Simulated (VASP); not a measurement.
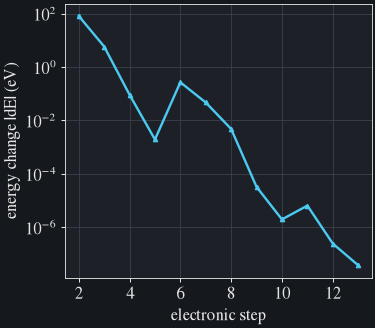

The plot shows the electronic steps of a calculation: energy change |dE|.

GaP (F-43m, 2 atoms in the cell); DFT, LDA, plane waves, PAW (VASP); cutoff 520 eV, 8×8×8 k-mesh, Gaussian smearing of 0.01 eV.

Q: How did this run end?

A: The run converged; it took 13 steps. The energy change falls unevenly and jumps up by a factor of two or more twice on the way down, most sharply at step 6 (by a factor of about 100). The jump at step 6 comes where the charge density, held fixed for the first 5 steps, starts to be updated.
